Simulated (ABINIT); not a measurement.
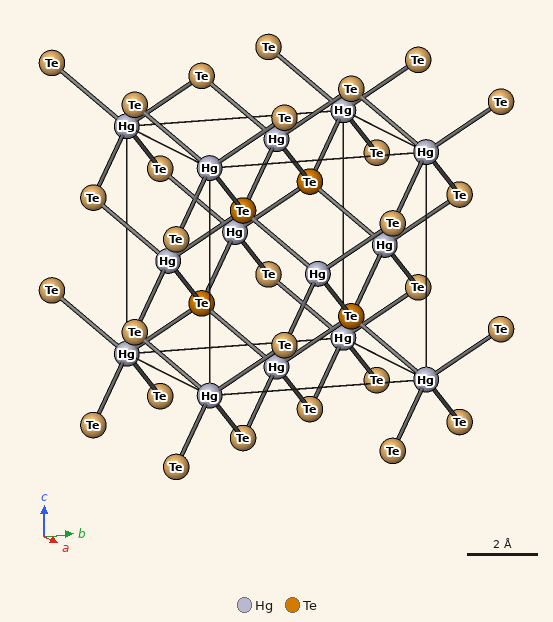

*The input geometry (ball-and-stick view of the cell 4 times as large as that of the calculation, set on its symmetry axes, seen slightly off an axis; neighbours outside the cell are drawn fainter). An atom can appear more than once, as a periodic image.*

HgTe: phonons q calculation (part 1 of 2)

System: HgTe (F-43m, 2 atoms in the cell).
Method: Kohn-Sham DFT of a periodic cell, PBE, PseudoDojo NC SR PBE v0.4.1 standard, no spin polarisation (ABINIT 10.8.3).

The structure derives from an entry of the Crystallography Open Database.

## Input file
```
ndtset 2

pp_dirpath "./"
pseudos "Hg.upf, Te.upf"

acell 4.7100997029 4.7100997029 4.7100997029 Angstrom
rprim
     0.0000000000     0.7071067812     0.7071067812
     0.7071067812     0.0000000000     0.7071067812
     0.7071067812     0.7071067812     0.0000000000
ntypat 2
znucl 80 52
natom 2
typat 1 2
chkprim 0
chksymtnons 0
tolsym 1.0e-6
xred
            0.0            0.0            0.0
            3/4            3/4            3/4

ecut 1088.455450 eV
ecutsm 0.5

ngkpt 4 4 4
nshiftk 4
shiftk
     0.5000000000     0.5000000000     0.5000000000
     0.5000000000     0.0000000000     0.0000000000
     0.0000000000     0.5000000000     0.0000000000
     0.0000000000     0.0000000000     0.5000000000

ixc 11

nband 26
occopt 3
tsmear 0.05 eV

nstep 80

prteig 0
prtebands 0
prtwf 0
prtden 0
prtpot 0

kptopt1 1
tolvrs1 1.0e-15
prtwf1 1
tolwfr1 1.0e-14
nbdbuf1 4
nline1 6

rfphon2 1
rfatpol2 1 2
rfdir2 1 1 1
getwfk2 1
kptopt2 3
nqpt2 1
qpt2 1/2 0.0 1/2
tolvrs2 1.0e-10
```

Launched with:
```bash
mpirun --bind-to none -np 4 abinit run.abi > log 2>&1
```

## The program's output
```
.Version 10.8.3 of ABINIT
 DATASET    1 : space group F-4 3 m (#216); Bravais cF (face-center cubic)
================================================================================
 Values of the parameters that define the memory need for DATASET  1.
     intxc =       0    ionmov =       0      iscf =       7    lmnmax =       7
     lnmax =       7     mgfft =      54  mpssoang =       4    mqgrid =    3001
     natom =       2  nloc_mem =       1    nspden =       1   nspinor =       1
    nsppol =       1      nsym =      24    n1xccc =    2501    ntypat =       2
    occopt =       3   xclevel =       2
       mpw =        6050          nfft =      157464          nkpt =          10
================================================================================
================================================================================

 DATASET    2 : space group F-4 3 m (#216); Bravais cF (face-center cubic)
================================================================================
 Values of the parameters that define the memory need for DATASET  2 (RF).
     intxc =       0      iscf =       7    lmnmax =       7     lnmax =       7
     mgfft =      54  mpssoang =       4    mqgrid =    3001     natom =       2
  nloc_mem =       1    nspden =       1   nspinor =       1    nsppol =       1
      nsym =      24    n1xccc =    2501    ntypat =       2    occopt =       3
   xclevel =       2
      nfft =      157464          nkpt =         256
================================================================================
================================================================================

--------------------------------------------------------------------------------
------------- Echo of variables that govern the present computation ------------
--------------------------------------------------------------------------------
 -outvars: echo values of preprocessed input variables --------
            acell      8.9007984642E+00  8.9007984642E+00  8.9007984642E+00 Bohr
              amu      2.00590000E+02  1.27600000E+02
          chkprim           0
      chksymtnons           0
             ecut      4.00000000E+01 Hartree
           ecutsm      5.00000000E-01 Hartree
           getwfk1          0
           getwfk2          1
              ixc          11
           jdtset        1    2
                       outvar_i_n : Printing only first  50 k-points.
           kptopt1          1
           kptopt2          3
         kptrlatt        4   -4    4     -4    4    4     -4   -4    4
          kptrlen      5.03505196E+01
            natom           2
            nband1         26
            nband2         26
           nbdbuf1          4
           nbdbuf2          2
           ndtset           2
            ngfft          54      54      54
             nkpt1         10
             nkpt2        256
            nline1          6
            nline2          4
             nqpt1          0
             nqpt2          1
            nstep          80
             nsym          24
           ntypat           2
                       prtocc : prtvol=0, do not print more k-points.
           occopt           3
        optdriver1          0
        optdriver2          1
           prtden           0
        prtebands           0
           prteig           0
            prtwf1          1
            prtwf2          0
              qpt1     0.00000000E+00  0.00000000E+00  0.00000000E+00
              qpt2     5.00000000E-01  0.00000000E+00  5.00000000E-01
           rfphon1          0
           rfphon2          1
            rprim      0.0000000000E+00  7.0710678120E-01  7.0710678120E-01
                       7.0710678120E-01  0.0000000000E+00  7.0710678120E-01
                       7.0710678120E-01  7.0710678120E-01  0.0000000000E+00
           shiftk      5.00000000E-01  5.00000000E-01  5.00000000E-01
          spgroup         216
           tolsym      1.00000000E-06
           tolvrs1     1.00000000E-15
           tolvrs2     1.00000000E-10
           tolwfr1     1.00000000E-14
           tolwfr2     0.00000000E+00
           tsmear      1.83746611E-03 Hartree
            typat      1  2
                       outvars : Printing only first  50 k-points.
           xangst      0.0000000000E+00  0.0000000000E+00  0.0000000000E+00
                       4.9958151601E+00  4.9958151601E+00  4.9958151601E+00
            xcart      0.0000000000E+00  0.0000000000E+00  0.0000000000E+00
                       9.4407224282E+00  9.4407224282E+00  9.4407224282E+00
             xred      0.0000000000E+00  0.0000000000E+00  0.0000000000E+00
                       7.5000000000E-01  7.5000000000E-01  7.5000000000E-01
            znucl       80.00000   52.00000

================================================================================

 chkinp: Checking input parameters for consistency, jdtset=   1.

 chkinp: Checking input parameters for consistency, jdtset=   2.

================================================================================
== DATASET  1 ==================================================================

--- !DatasetInfo
iteration_state: {dtset: 1, }
dimensions: {natom: 2, nkpt: 10, mband: 26, nsppol: 1, nspinor: 1, nspden: 1, mpw: 6050, }
cutoff_energies: {ecut:  40.0, pawecutdg:  -1.0, }
electrons: {nelect:   3.60000000E+01, charge:   0.00000000E+00, occopt:   3.00000000E+00, tsmear:   1.83746611E-03, }
meta: {optdriver: 0, ionmov: 0, optcell: 0, iscf: 7, paral_kgb: 0, }
...

 Exchange-correlation functional for the present dataset will be:
  GGA: Perdew-Burke-Ernzerhof functional - ixc=11
  J.P.Perdew, K.Burke, M.Ernzerhof, PRL 77, 3865 (1996)

 Real(R)+Recip(G) space primitive vectors, cartesian coordinates (Bohr,Bohr^-1):
 R(1)=  0.0000000  6.2938150  6.2938150  G(1)= -0.0794431  0.0794431  0.0794431
 R(2)=  6.2938150  0.0000000  6.2938150  G(2)=  0.0794431 -0.0794431  0.0794431
 R(3)=  6.2938150  6.2938150  0.0000000  G(3)=  0.0794431  0.0794431 -0.0794431
 Unit cell volume ucvol=  4.9862254E+02 bohr^3
 Angles (23,13,12)=  6.00000000E+01  6.00000000E+01  6.00000000E+01 degrees

 getcut: wavevector=  0.0000  0.0000  0.0000  ngfft=  54  54  54
         ecut(hartree)=     40.000   => boxcut(ratio)=   2.13166

--- Pseudopotential description ------------------------------------------------
- pspini: atom type   1  psp file is ./Hg.upf
  80.00000  20.00000  171031                  znucl, zion, pspdat
12 -101130 3 -1 1262                          pspcod,pspxc,lmax,lloc,mmax
     nproj     2     2     2     1

- pspini: atom type   2  psp file is ./Te.upf
  52.00000  16.00000  171031                  znucl, zion, pspdat
12 -101130 2 -1 1294                          pspcod,pspxc,lmax,lloc,mmax
     nproj     2     2     2     0

   2.41922595E+03                                ecore*ucvol(ha*bohr**3)
--------------------------------------------------------------------------------

================================================================================

--- !BeginCycle
iteration_state: {dtset: 1, }
solver: {iscf: 7, nstep: 80, nline: 6, wfoptalg: 0, }
tolerances: {tolwfr: 1.00E-14, tolvrs: 1.00E-15, }
...

     iter   Etot(hartree)      deltaE(h)  residm     vres2
 ETOT  1  -271.43315365002    -2.714E+02 6.869E-02 1.674E+02
 ETOT  2  -271.48682035518    -5.367E-02 3.691E-07 3.498E+01
 ETOT  3  -271.49085577557    -4.035E-03 7.503E-05 1.285E+00
 ETOT  4  -271.49096991501    -1.141E-04 2.209E-06 1.154E-01
 ETOT  5  -271.49097232664    -2.412E-06 2.437E-07 9.784E-03
 ETOT  6  -271.49097270577    -3.791E-07 2.009E-08 2.502E-04
 ETOT  7  -271.49097271500    -9.229E-09 7.029E-10 5.852E-06
 ETOT  8  -271.49097271519    -1.887E-10 7.097E-12 1.023E-06
 ETOT  9  -271.49097271519    -4.263E-12 1.606E-12 1.223E-07
 ETOT 10  -271.49097271519     2.217E-12 3.799E-13 1.485E-09
 ETOT 11  -271.49097271520    -1.194E-11 9.997E-15 1.740E-11
 ETOT 12  -271.49097271521    -8.583E-12 8.691E-15 6.920E-13
 ETOT 13  -271.49097271520     9.152E-12 8.890E-15 5.789E-15
 ETOT 14  -271.49097271520     1.194E-12 8.886E-15 6.942E-17

 At SCF step   14  max residual=  8.89E-15 < tolwfr=  1.00E-14 AND vres2   =  6.94E-17 < tolvrs=  1.00E-15 =>converged.

 Cartesian components of stress tensor (hartree/bohr^3)
  sigma(1 1)=  4.26911573E-06  sigma(3 2)=  0.00000000E+00
  sigma(2 2)=  4.26911573E-06  sigma(3 1)=  0.00000000E+00
  sigma(3 3)=  4.26911573E-06  sigma(2 1)=  0.00000000E+00

--- !ResultsGS
iteration_state: {dtset: 1, }
comment   : Summary of ground state results
lattice_vectors:
- [  0.0000000,   6.2938150,   6.2938150, ]
- [  6.2938150,   0.0000000,   6.2938150, ]
- [  6.2938150,   6.2938150,   0.0000000, ]
lattice_lengths: [   8.90080,    8.90080,    8.90080, ]
lattice_angles: [ 60.000,  60.000,  60.000, ] # degrees, (23, 13, 12)
lattice_volume:   4.9862254E+02
convergence: {deltae:  1.194E-12, res2:  6.942E-17, residm:  8.886E-15, diffor: null, }
etotal    :  -2.71490973E+02
entropy   :   0.00000000E+00
fermie    :   1.48140621E-01
cartesian_stress_tensor: # hartree/bohr^3
- [  4.26911573E-06,   0.00000000E+00,   0.00000000E+00, ]
- [  0.00000000E+00,   4.26911573E-06,   0.00000000E+00, ]
- [  0.00000000E+00,   0.00000000E+00,   4.26911573E-06, ]
pressure_GPa:  -1.2560E-01
xred      :
- [  0.0000E+00,   0.0000E+00,   0.0000E+00, Hg]
- [  7.5000E-01,   7.5000E-01,   7.5000E-01, Te]
cartesian_forces: # hartree/bohr
- [ -6.68475034E-30,  -6.68475034E-30,   2.00542510E-29, ]
- [  6.68475034E-30,   6.68475034E-30,  -2.00542510E-29, ]
force_length_stats: {min:   2.21708087E-29, max:   2.21708087E-29, mean:   2.21708087E-29, }
...

 Integrated electronic density in atomic spheres:
 ------------------------------------------------
 Atom  Sphere_radius  Integrated_density
    1        2.00000         16.52124647
    2        2.00000         11.92691786
================================================================================

 ----iterations are completed or convergence reached----

 Mean square residual over all n,k,spin=   34.010E-16; max=  88.859E-16
 reduced coordinates (array xred) for    2 atoms
       0.000000000000      0.000000000000      0.000000000000
       0.750000000000      0.750000000000      0.750000000000
 rms dE/dt=  9.8129E-29; max dE/dt=  1.3463E-28; dE/dt below (all hartree)
    1      -0.000000000000     -0.000000000000      0.000000000000
    2       0.000000000000      0.000000000000     -0.000000000000

 cartesian coordinates (angstrom) at end:
    1      0.00000000000000     0.00000000000000     0.00000000000000
    2      4.99581516007304     4.99581516007304     4.99581516007304

 cartesian forces (hartree/bohr) at end:
    1     -0.00000000000000    -0.00000000000000     0.00000000000000
    2      0.00000000000000     0.00000000000000    -0.00000000000000
 frms,max,avg= 1.2800322E-29 2.0054251E-29   0.000E+00  0.000E+00  0.000E+00 h/b

 cartesian forces (eV/Angstrom) at end:
    1     -0.00000000000000    -0.00000000000000     0.00000000000000
    2      0.00000000000000     0.00000000000000    -0.00000000000000
 frms,max,avg= 6.5821904E-28 1.0312310E-27   0.000E+00  0.000E+00  0.000E+00 e/A
 length scales=  8.900798464201  8.900798464201  8.900798464201 bohr
              =  4.710099702900  4.710099702900  4.710099702900 angstroms
 Fermi (or HOMO) energy (hartree) =   0.14814   Average Vxc (hartree)=  -0.32423
 Eigenvalues (hartree) for nkpt=  10  k points:
 kpt#   1, nband= 26, wtk=  0.09375, kpt= -0.1250 -0.2500  0.0000 (reduced coord)
  -4.07721   -2.17819   -2.17819   -2.17819   -1.20184   -1.20183   -1.20183   -1.20168
  -1.20168   -0.27070   -0.11017   -0.10922   -0.10787   -0.09687   -0.09579    0.03322
   0.11331    0.11377    0.19183    0.27835    0.33585    0.33861    0.41579    0.46292
   0.48372    0.52229
      occupation numbers for kpt#   1
   2.00000    2.00000    2.00000    2.00000    2.00000    2.00000    2.00000    2.00000
   2.00000    2.00000    2.00000    2.00000    2.00000    2.00000    2.00000    2.00000
   2.00000    2.00000    0.00000    0.00000    0.00000    0.00000    0.00000    0.00000
   0.00000    0.00000
 prteigrs : prtvol=0 or 1, do not print more k-points.
```
